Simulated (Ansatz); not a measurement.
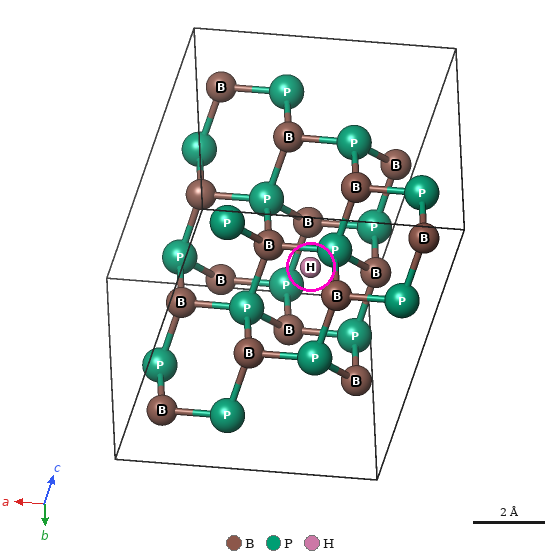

We look at a ball-and-stick model of the crystal from a general direction. The frame is the supercell; atoms at its boundary are shown with their periodic copies. The host is BP, in a cell of 32 sites, and the cell is neutral. A ring marks the defect's site.

> What defect is present?

An interstitial hydrogen atom. It is bonded to no bonds drawn.

Run with DFT PBE, scalar-relativistic, plane waves, PAW in Ansatz 0.2.0 and these settings: a plane-wave cutoff of 420 eV, a 2×2×2 mesh of k-points, Gaussian smearing of 0.01 eV, collinear spins.

> Does the defective cell carry a moment?

Yes, 1.0 μB in the cell.

The atoms were relaxed in the host's cell with Ansatz, DFT PBE, scalar-relativistic, plane waves, PAW.
